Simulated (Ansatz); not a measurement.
Geometry relaxation of C (part 2 of 2)

C (P6/mmm, 3 atoms in the cell); DFT, PBE, PAW with Ansatz's default frozen-core files, scalar-relativistic, no spin polarisation (Ansatz 0.2.0); cutoff 420 eV, 14×14×19 k-mesh, Fermi–Dirac smearing of 0.05 eV. The structure was built on a prototype by a generator; it need not be a known phase. Its volume is 0.49 times that of the source entry. It belongs to a series of runs on one base structure; here: omega relaxed under pressure, PAW files.

Geometry of the input (Å; fractional positions):
```
2.7174  0.0000  0.0000
-1.3587  2.3533  0.0000
0.0000  0.0000  1.6848
C  0.0000  0.0000  0.0000
C  0.3333  0.6667  0.5000
C  0.6667  0.3333  0.5000
```

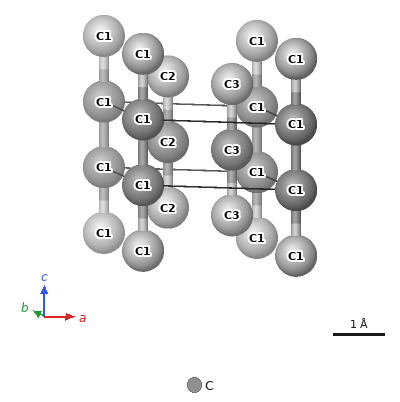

The geometry at step 11 of the log (ball-and-stick view of the cell of the calculation, seen slightly off an axis; neighbours outside the cell are drawn fainter; atoms are numbered from 1 in the order of the input).

The program's output, continued
```
relax step  21: F+E_penalty+E_count = -737.77062587 eV  Δ(F+E_penalty+E_count) = +2.330e-1 eV  max|allowed force component| = 1.156e-17 eV/Å  Δτ_max = 0.0000 Å  P = +377.503 GPa  Ω = 11.944 Å³  energy of the carried Pulay correction = -1.113e-2 eV  (6 SCF iters, accepted)
SCF 22 converged in 6 iterations: F = -738.461111 eV  dr2 = 5.13e-13
relax step  22: F+E_penalty+E_count = -738.46111085 eV  Δ(F+E_penalty+E_count) = -6.905e-1 eV  max|allowed force component| = 2.506e-18 eV/Å  Δτ_max = 0.0000 Å  P = +377.468 GPa  Ω = 12.220 Å³  energy of the carried Pulay correction = -1.654e-2 eV  (6 SCF iters, dr2 threshold 3.00e-7 eV, accepted)
SCF 23 converged in 6 iterations: F = -738.297168 eV  dr2 = 1.29e-14
relax step  23: F+E_penalty+E_count = -738.29716773 eV  Δ(F+E_penalty+E_count) = +1.639e-1 eV  max|allowed force component| = 6.939e-18 eV/Å  Δτ_max = 0.0000 Å  P = +379.867 GPa  Ω = 12.150 Å³  energy of the carried Pulay correction = -1.513e-2 eV  (6 SCF iters, dr2 threshold 3.00e-7 eV, accepted)
SCF 24 converged in 6 iterations: F = -738.291555 eV  dr2 = 2.72e-16
relax step  24: F+E_penalty+E_count = -738.29155543 eV  Δ(F+E_penalty+E_count) = +5.612e-3 eV  max|allowed force component| = 1.619e-17 eV/Å  Δτ_max = 0.0000 Å  P = +380.002 GPa  Ω = 12.148 Å³  energy of the carried Pulay correction = -1.508e-2 eV  (6 SCF iters, accepted)
SCF 25 converged in 6 iterations: F = -738.321414 eV  dr2 = 4.29e-15
relax step  25: F+E_penalty+E_count = -738.32141431 eV  Δ(F+E_penalty+E_count) = -2.986e-2 eV  max|allowed force component| = 1.388e-17 eV/Å  Δτ_max = 0.0000 Å  P = +380.913 GPa  Ω = 12.148 Å³  stress off target by 2.36e0 GPa  SCF on the basis re-selected at this cell (its energy is not comparable with the rows above)  (6 SCF iters)
SCF 26 converged in 6 iterations: F = -738.396330 eV  dr2 = 2.62e-15
relax step  26: F+E_penalty+E_count = -738.39633044 eV  Δ(F+E_penalty+E_count) = -7.492e-2 eV  max|allowed force component| = 4.626e-18 eV/Å  Δτ_max = 0.0000 Å  P = +380.064 GPa  Ω = 12.179 Å³  energy of the carried Pulay correction = -2.868e-4 eV  (6 SCF iters, dr2 threshold 3.00e-7 eV, accepted)
SCF 27 converged in 6 iterations: F = -738.405238 eV  dr2 = 7.87e-16
relax step  27: F+E_penalty+E_count = -738.40523764 eV  Δ(F+E_penalty+E_count) = -8.907e-3 eV  max|allowed force component| = 4.626e-18 eV/Å  Δτ_max = 0.0000 Å  P = +380.019 GPa  Ω = 12.183 Å³  energy of the carried Pulay correction = -3.217e-4 eV  (6 SCF iters, dr2 threshold 3.00e-7 eV, accepted)
iter 1 solved again at ethr=5.82e-8 eV; its pass at ethr=3.10e-3 eV (dr2=6.98e-6 eV) is discarded
SCF iter   1: F=—  HF=-738.405568 eV  |F-HF|=—  |Δ(HF+E_count)|=         —  Δρ=3.48e-5  dr2=1.85e-8  ethr=5.82e-8  ⟨swp⟩=3.3  Hψ=21563  notcnv=0
SCF iter   2: F=—  HF=-738.405533 eV  |F-HF|=—  |Δ(HF+E_count)|=   3.45e-5  Δρ=1.71e-5  dr2=3.77e-9  ethr=1.54e-10  ⟨swp⟩=2.3  Hψ=3980  notcnv=0
iter 3 did not close the SCF: its close was put off for the readings that it lacked (scf_convergence_deferred on its scf_iter line)
SCF iter   3: F=-738.405533 eV  HF=-738.405533 eV  |F-HF|=1.63e-10  |Δ(HF+E_count)|=   1.30e-8  Δρ=1.81e-6  dr2=3.87e-11  ethr=3.14e-11  ⟨swp⟩=2.1  Hψ=3897  notcnv=0
iter 4 did not close the SCF: its close was put off for the readings that it lacked (scf_convergence_deferred on its scf_iter line)
SCF iter   4: F=-738.405533 eV  HF=-738.405533 eV  |F-HF|=1.02e-12  |Δ(HF+E_count)|=  1.67e-10  Δρ=1.34e-7  dr2=2.93e-13  ethr=1.00e-12  ⟨swp⟩=1.1  Hψ=2557  notcnv=0
iter 5 did not close the SCF: its close was put off for the readings that it lacked (scf_convergence_deferred on its scf_iter line)
SCF iter   5: F=-738.405533 eV  HF=-738.405533 eV  |F-HF|=2.27e-13  |Δ(HF+E_count)|=  9.09e-13  Δρ=1.08e-8  dr2=5.49e-15  ethr=1.00e-12  ⟨swp⟩=1.0  Hψ=2400  notcnv=0
iter 6 did not close the SCF: its close was put off for the readings that it lacked (scf_convergence_deferred on its scf_iter line)
SCF iter   6: F=-738.405533 eV  HF=-738.405533 eV  |F-HF|=0.00e0  |Δ(HF+E_count)|=    0.00e0  Δρ=2.12e-9  dr2=1.06e-16  ethr=1.00e-12  ⟨swp⟩=1.0  Hψ=2400  notcnv=0
SCF iter   7: F=-738.405533 eV  HF=-738.405533 eV  |F-HF|=0.00e0  |Δ(HF+E_count)|=  2.27e-13  Δρ=6.72e-10  dr2=8.64e-18  ethr=1.00e-12  ⟨swp⟩=2.1  Hψ=7088  notcnv=0
SCF 28 converged in 7 iterations: F = -738.405533 eV  dr2 = 8.64e-18
relax step  28: F+E_penalty+E_count = -738.40553305 eV  Δ(F+E_penalty+E_count) = -2.954e-4 eV  max|allowed force component| = 9.252e-18 eV/Å  Δτ_max = 0.0000 Å  P = +380.005 GPa  Ω = 12.183 Å³  stress off target by 1.01e-2 GPa  SCF on the basis re-selected at this cell (its energy is not comparable with the rows above)  (7 SCF iters)
basis re-selected at this cell: Δ(F+E_penalty+E_count) = -2.954e-4 eV, ΔP = -0.015 GPa vs the last step (what re-selecting the basis moved, of the pressure what is left beyond the Pulay correction that the steps carried, after the strain that the cell walked since its last selection, with what the two solves' SCF thresholds leave and, on support functions, any second-order correction that the steps lacked; it is no measure of the basis error at this ecutwfc). This SCF's stress stands 1.01e-2 GPa from its target on what of the cell is left free (relax.cell.stress_tol is 1.90e-1 GPa) and its largest allowed force component is 9.25e-18 eV/Å (relax.f_tol is 5.00e-3 eV/Å): within both
SCF converged after 7 iterations
Free energy (F): -738.405533 eV
Harris-Foulkes:  -738.405533 eV  (|F-HF|=0.00e0)
Internal energy: -738.398486 eV  (E = F + TS)
E sigma→0 (E₀):  -738.402009 eV
Entropy (-TS):   -0.007047 eV (-2.349 meV/atom)
Fermi energy:    21.197428 eV
--- Per-component energies (eV) ---
  E_band       = 112.865554
  E_kinetic    = 315.841579
  E_local      = -134.177153  (includes V_loc(G=0)·N_el)
  E_nonlocal   = 93.857491
  E_hartree    = 27.262351
  E_xc         = -155.262489
  E_vxc        = -193.335952  (∫ρ·V_xc dr)
  E_paw        = -300.920294  (= ΣΔE_a)
  E_vpaw       = -23.845144  (= ΣTr[D̂ρ^β])
  E_aug_tail   = 0.000030  (compensation charges beyond the density's cutoff)
  E_ewald      = -585.000002
  E_smearing   = -0.007047  (= −TS)
  E_closure    = 0.000000  (closes the sum)
  Σ components = -738.405533   (vs F -738.405533, Δ=0.00e0)
--- Forces (eV/Å), atoms counted from 1 ---
  atom   1  C      0.00000000     0.00000000     0.00000000
  atom   2  C      0.00000000     0.00000000     0.00000000
  atom   3  C     -0.00000000    -0.00000000     0.00000000
  max |Σ_I F_I| component: 1.73e-18 eV/Å
--- Stress (GPa, compression-positive) ---
      380.010150       0.000000       0.000000
       -0.000000     380.010150       0.000000
        0.000000       0.000000     379.993318
  P = ⅓ Tr σ = 380.0045 GPa (3800.045 kbar)
--- Band table (eV; the first three rows and the last of 240) ---
  k-point 0: bands = ["-6.2530", "6.1416", "6.1998", "8.0672", "8.0672", "8.0897", "8.0897", "23.5256", "23.5256", "45.5854"]
  k-point 1: bands = ["-6.0487", "6.2370", "6.2958", "8.3401", "8.3401", "8.3618", "8.3618", "23.7749", "23.7749", "44.8630"]
  k-point 2: bands = ["-5.4403", "6.5170", "6.5781", "9.1573", "9.1573", "9.1764", "9.1764", "24.5161", "24.5161", "42.8929"]
  k-point 239: bands = ["8.2418", "8.3020", "8.5950", "24.1781", "24.3791", "25.7129", "28.0587", "29.8393", "30.1545", "35.1196"]
--- Relaxed structure (25 steps of the walk, 21 accepted, 3 SCFs on fresh bases) ---
  F+E_penalty+E_count = -738.40553305 eV   max|allowed force component| = 9.252e-18 eV/Å   (the final SCF, on the basis selected at the relaxed cell)
  cell:  # Å, volume = 12.1828 Å³
    - [3.4032952488739934, -1.5920432441538726e-34, 0.0]
    - [-1.7016476244369967, 2.9473401421037613, 0.0]
    - [0.0, 0.0, 1.2145531571002466]
  atoms:
    - { symbol: C, position: [9.701234672928467e-35, -6.633448894644335e-36, 0.0] }
    - { symbol: C, position: [0.3333333333333333, 0.6666666666666666, 0.5] }
    - { symbol: C, position: [0.6666666666666666, 0.3333333333333333, 0.5] }
```

File rho_z.tsv
```
# z_ang	rho[e/angstrom^3]
# format = ansatz-planar-average/11
# lattice	3.403295249	-0.000000000	0.000000000
# lattice	-1.701647624	2.947340142	0.000000000
# lattice	0.000000000	0.000000000	1.214553157
# sites	3
# site	6	0.000000000	-0.000000000	0.000000000
# site	6	-0.000000000	1.964893428	0.607276579
# site	6	1.701647624	0.982446714	0.607276579
0.000000	9.796098e-1
0.134950	9.854657e-1
0.269901	9.932386e-1
0.404851	9.881029e-1
0.539801	9.758737e-1
0.674752	9.758737e-1
0.809702	9.881029e-1
0.944652	9.932386e-1
1.079603	9.854657e-1
```

Trajectory as extended XYZ (Å, eV, eV/Å), 28 frames, from step=1 to step=28
```
3
Lattice="2.7174 0.0000 0.0000 -1.3587 2.3533 0.0000 0.0000 0.0000 1.6848" Properties=species:S:1:pos:R:3:forces:R:3 step=1 energy=-733.19443 pressure_GPa=396.79
C     0.0000    0.0000    0.0000    0.0000   0.0000   0.0000
C     0.0000    1.5689    0.8424    0.0000   0.0000   0.0000
C     1.3587    0.7844    0.8424    0.0000   0.0000   0.0000
3
Lattice="2.7293 0.0000 0.0000 -1.3646 2.3636 0.0000 0.0000 0.0000 1.6828" Properties=species:S:1:pos:R:3:forces:R:3 step=2 energy=-733.40084 pressure_GPa=386.50
C     0.0000    0.0000    0.0000    0.0000   0.0000   0.0000
C     0.0000    1.5758    0.8414    0.0000   0.0000   0.0000
C     1.3646    0.7879    0.8414    0.0000   0.0000   0.0000
3
Lattice="2.7860 0.0000 0.0000 -1.3930 2.4127 0.0000 0.0000 0.0000 1.6578" Properties=species:S:1:pos:R:3:forces:R:3 step=3 energy=-734.13999 pressure_GPa=352.51
C     0.0000    0.0000    0.0000    0.0000   0.0000   0.0000
C     0.0000    1.6085    0.8289    0.0000   0.0000   0.0000
C     1.3930    0.8042    0.8289    0.0000   0.0000   0.0000
3
Lattice="2.8457 0.0000 0.0000 -1.4228 2.4644 0.0000 0.0000 0.0000 1.6185" Properties=species:S:1:pos:R:3:forces:R:3 step=4 energy=-734.75569 pressure_GPa=327.74
C     0.0000    0.0000    0.0000    0.0000   0.0000   0.0000
C     0.0000    1.6429    0.8093    0.0000   0.0000   0.0000
C     1.4228    0.8215    0.8093    0.0000   0.0000   0.0000
3
Lattice="2.9212 0.0000 0.0000 -1.4606 2.5299 0.0000 0.0000 0.0000 1.5366" Properties=species:S:1:pos:R:3:forces:R:3 step=5 energy=-735.09374 pressure_GPa=329.81
C     0.0000    0.0000    0.0000    0.0000   0.0000   0.0000
C     0.0000    1.6866    0.7683    0.0000   0.0000   0.0000
C     1.4606    0.8433    0.7683    0.0000   0.0000   0.0000
3
Lattice="2.9973 0.0000 0.0000 -1.4987 2.5958 0.0000 0.0000 0.0000 1.4548" Properties=species:S:1:pos:R:3:forces:R:3 step=6 energy=-735.38246 pressure_GPa=335.63
C     0.0000    0.0000    0.0000    0.0000   0.0000   0.0000
C     0.0000    1.7305    0.7274    0.0000   0.0000   0.0000
C     1.4987    0.8653    0.7274    0.0000   0.0000   0.0000
3
Lattice="3.0511 0.0000 0.0000 -1.5256 2.6424 0.0000 0.0000 0.0000 1.3728" Properties=species:S:1:pos:R:3:forces:R:3 step=7 energy=-735.13773 pressure_GPa=376.23
C     0.0000    0.0000    0.0000    0.0000   0.0000   0.0000
C     0.0000    1.7616    0.6864    0.0000   0.0000   0.0000
C     1.5256    0.8808    0.6864    0.0000   0.0000   0.0000
3
Lattice="3.1195 0.0000 0.0000 -1.5597 2.7015 0.0000 0.0000 0.0000 1.3194" Properties=species:S:1:pos:R:3:forces:R:3 step=8 energy=-735.40981 pressure_GPa=387.32
C     0.0000    0.0000    0.0000    0.0000   0.0000   0.0000
C     0.0000    1.8010    0.6597    0.0000   0.0000   0.0000
C     1.5597    0.9005    0.6597    0.0000   0.0000   0.0000
3
Lattice="3.2520 0.0000 0.0000 -1.6260 2.8163 0.0000 0.0000 0.0000 1.2631" Properties=species:S:1:pos:R:3:forces:R:3 step=9 energy=-736.43432 pressure_GPa=371.77 accepted=F
C     0.0000    0.0000    0.0000    0.0000   0.0000   0.0000
C     0.0000    1.8776    0.6315    0.0000   0.0000   0.0000
C     1.6260    0.9388    0.6315    0.0000   0.0000   0.0000
3
Lattice="3.1857 0.0000 0.0000 -1.5929 2.7589 0.0000 0.0000 0.0000 1.2840" Properties=species:S:1:pos:R:3:forces:R:3 step=10 energy=-735.78699 pressure_GPa=390.52 accepted=F
C     0.0000    0.0000    0.0000    0.0000   0.0000   0.0000
C     0.0000    1.8393    0.6420    0.0000   0.0000   0.0000
C     1.5929    0.9196    0.6420    0.0000   0.0000   0.0000
3
Lattice="3.1518 0.0000 0.0000 -1.5759 2.7295 0.0000 0.0000 0.0000 1.3102" Properties=species:S:1:pos:R:3:forces:R:3 step=11 energy=-735.77880 pressure_GPa=374.17
C     0.0000    0.0000    0.0000    0.0000   0.0000   0.0000
C     0.0000    1.8197    0.6551    0.0000   0.0000   0.0000
C     1.5759    0.9099    0.6551    0.0000   0.0000   0.0000
3
Lattice="3.1497 0.0000 0.0000 -1.5748 2.7277 0.0000 0.0000 0.0000 1.3059" Properties=species:S:1:pos:R:3:forces:R:3 step=12 energy=-735.65715 pressure_GPa=382.62
C     0.0000    0.0000    0.0000    0.0000   0.0000   0.0000
C     0.0000    1.8185    0.6530    0.0000   0.0000   0.0000
C     1.5748    0.9092    0.6530    0.0000   0.0000   0.0000
3
Lattice="3.1501 0.0000 0.0000 -1.5750 2.7281 0.0000 0.0000 0.0000 1.3074" Properties=species:S:1:pos:R:3:forces:R:3 step=13 energy=-735.69374 pressure_GPa=379.95
C     0.0000    0.0000    0.0000    0.0000   0.0000   0.0000
C     0.0000    1.8187    0.6537    0.0000   0.0000   0.0000
C     1.5750    0.9094    0.6537    0.0000   0.0000   0.0000
3
Lattice="3.1505 0.0000 0.0000 -1.5753 2.7284 0.0000 0.0000 0.0000 1.3072" Properties=species:S:1:pos:R:3:forces:R:3 step=14 energy=-735.69596 pressure_GPa=379.99
C     0.0000    0.0000    0.0000    0.0000   0.0000   0.0000
C     0.0000    1.8190    0.6536    0.0000   0.0000   0.0000
C     1.5753    0.9095    0.6536    0.0000   0.0000   0.0000
3
Lattice="3.1505 0.0000 0.0000 -1.5753 2.7284 0.0000 0.0000 0.0000 1.3072" Properties=species:S:1:pos:R:3:forces:R:3 step=15 energy=-735.84545 pressure_GPa=390.03
C     0.0000    0.0000    0.0000    0.0000   0.0000   0.0000
C     0.0000    1.8190    0.6536    0.0000   0.0000   0.0000
C     1.5753    0.9095    0.6536    0.0000   0.0000   0.0000
3
Lattice="3.1840 0.0000 0.0000 -1.5920 2.7575 0.0000 0.0000 0.0000 1.2935" Properties=species:S:1:pos:R:3:forces:R:3 step=16 energy=-736.14288 pressure_GPa=387.44
C     0.0000    0.0000    0.0000    0.0000   0.0000   0.0000
C     0.0000    1.8383    0.6468    0.0000   0.0000   0.0000
C     1.5920    0.9192    0.6468    0.0000   0.0000   0.0000
3
Lattice="3.1998 0.0000 0.0000 -1.5999 2.7711 0.0000 0.0000 0.0000 1.2910" Properties=species:S:1:pos:R:3:forces:R:3 step=17 energy=-736.36020 pressure_GPa=379.83
C     0.0000    0.0000    0.0000    0.0000   0.0000   0.0000
C     0.0000    1.8474    0.6455    0.0000   0.0000   0.0000
C     1.5999    0.9237    0.6455    0.0000   0.0000   0.0000
3
Lattice="3.3355 0.0000 0.0000 -1.6677 2.8886 0.0000 0.0000 0.0000 1.2541" Properties=species:S:1:pos:R:3:forces:R:3 step=18 energy=-738.00362 pressure_GPa=345.34
C     0.0000    0.0000    0.0000    0.0000   0.0000   0.0000
C     0.0000    1.9257    0.6271    0.0000   0.0000   0.0000
C     1.6677    0.9629    0.6271    0.0000   0.0000   0.0000
3
Lattice="3.4692 0.0000 0.0000 -1.7346 3.0044 0.0000 0.0000 0.0000 1.1834" Properties=species:S:1:pos:R:3:forces:R:3 step=19 energy=-738.52530 pressure_GPa=402.52 accepted=F
C     0.0000    0.0000    0.0000    0.0000   0.0000   0.0000
C     0.0000    2.0029    0.5917    0.0000   0.0000   0.0000
C     1.7346    1.0015    0.5917    0.0000   0.0000   0.0000
3
Lattice="3.2704 0.0000 0.0000 -1.6352 2.8322 0.0000 0.0000 0.0000 1.2148" Properties=species:S:1:pos:R:3:forces:R:3 step=20 energy=-735.95317 pressure_GPa=468.13 accepted=F
C     0.0000    0.0000    0.0000    0.0000   0.0000   0.0000
C     0.0000    1.8882    0.6074    0.0000   0.0000   0.0000
C     1.6352    0.9441    0.6074    0.0000   0.0000   0.0000
3
Lattice="3.3426 0.0000 0.0000 -1.6713 2.8948 0.0000 0.0000 0.0000 1.2344" Properties=species:S:1:pos:R:3:forces:R:3 step=21 energy=-737.77063 pressure_GPa=377.50
C     0.0000    0.0000    0.0000    0.0000   0.0000   0.0000
C     0.0000    1.9298    0.6172    0.0000   0.0000   0.0000
C     1.6713    0.9649    0.6172    0.0000   0.0000   0.0000
3
Lattice="3.4105 0.0000 0.0000 -1.7053 2.9536 0.0000 0.0000 0.0000 1.2132" Properties=species:S:1:pos:R:3:forces:R:3 step=22 energy=-738.46111 pressure_GPa=377.47
C     0.0000    0.0000    0.0000    0.0000   0.0000   0.0000
C     0.0000    1.9691    0.6066    0.0000   0.0000   0.0000
C     1.7053    0.9845    0.6066    0.0000   0.0000   0.0000
3
Lattice="3.3964 0.0000 0.0000 -1.6982 2.9414 0.0000 0.0000 0.0000 1.2162" Properties=species:S:1:pos:R:3:forces:R:3 step=23 energy=-738.29717 pressure_GPa=379.87
C     0.0000    0.0000    0.0000    0.0000   0.0000   0.0000
C     0.0000    1.9609    0.6081    0.0000   0.0000   0.0000
C     1.6982    0.9805    0.6081    0.0000   0.0000   0.0000
3
Lattice="3.3960 0.0000 0.0000 -1.6980 2.9410 0.0000 0.0000 0.0000 1.2163" Properties=species:S:1:pos:R:3:forces:R:3 step=24 energy=-738.29156 pressure_GPa=380.00
C     0.0000    0.0000    0.0000    0.0000   0.0000   0.0000
C     0.0000    1.9607    0.6081    0.0000   0.0000   0.0000
C     1.6980    0.9803    0.6081    0.0000   0.0000   0.0000
3
Lattice="3.3960 0.0000 0.0000 -1.6980 2.9410 0.0000 0.0000 0.0000 1.2163" Properties=species:S:1:pos:R:3:forces:R:3 step=25 energy=-738.32141 pressure_GPa=380.91
C     0.0000    0.0000    0.0000    0.0000   0.0000   0.0000
C     0.0000    1.9607    0.6081    0.0000   0.0000   0.0000
C     1.6980    0.9803    0.6081    0.0000   0.0000   0.0000
3
Lattice="3.4024 0.0000 0.0000 -1.7012 2.9466 0.0000 0.0000 0.0000 1.2148" Properties=species:S:1:pos:R:3:forces:R:3 step=26 energy=-738.39633 pressure_GPa=380.06
C     0.0000    0.0000    0.0000    0.0000   0.0000   0.0000
C     0.0000    1.9644    0.6074    0.0000   0.0000   0.0000
C     1.7012    0.9822    0.6074    0.0000   0.0000   0.0000
3
Lattice="3.4033 0.0000 0.0000 -1.7016 2.9473 0.0000 0.0000 0.0000 1.2146" Properties=species:S:1:pos:R:3:forces:R:3 step=27 energy=-738.40524 pressure_GPa=380.02
C     0.0000    0.0000    0.0000    0.0000   0.0000   0.0000
C     0.0000    1.9649    0.6073    0.0000   0.0000   0.0000
C     1.7016    0.9824    0.6073    0.0000   0.0000   0.0000
3
Lattice="3.4033 0.0000 0.0000 -1.7016 2.9473 0.0000 0.0000 0.0000 1.2146" Properties=species:S:1:pos:R:3:forces:R:3 step=28 energy=-738.40553 pressure_GPa=380.00
C     0.0000    0.0000    0.0000    0.0000   0.0000   0.0000
C     0.0000    1.9649    0.6073    0.0000   0.0000   0.0000
C     1.7016    0.9824    0.6073    0.0000   0.0000   0.0000
```

Key numbers

```tsv
quantity	value
outcome	converged
space group (tolerance 0.01 Å)	P6/mmm (191)
electrons treated	12
free energy	−738.4055 eV
Fermi energy	21.197 eV
pressure	380.00 GPa
final volume	12.18 Å³
largest force (length of the vector) at the end	under 0.001 eV/Å
final cell	a = 3.403 Å, b = 3.403 Å, c = 1.215 Å, α = 90.00°, β = 90.00°, γ = 120.00°
hardware	1 thread of Intel Xeon @ 2.50GHz (Skylake/Cascade Lake), 192 GiB of memory available, shared host
wall time	85 s
peak memory	0.37 GiB
```

Remarks

The cell was relaxed to the target pressure of the input; what is minimised is then the enthalpy E + pV.
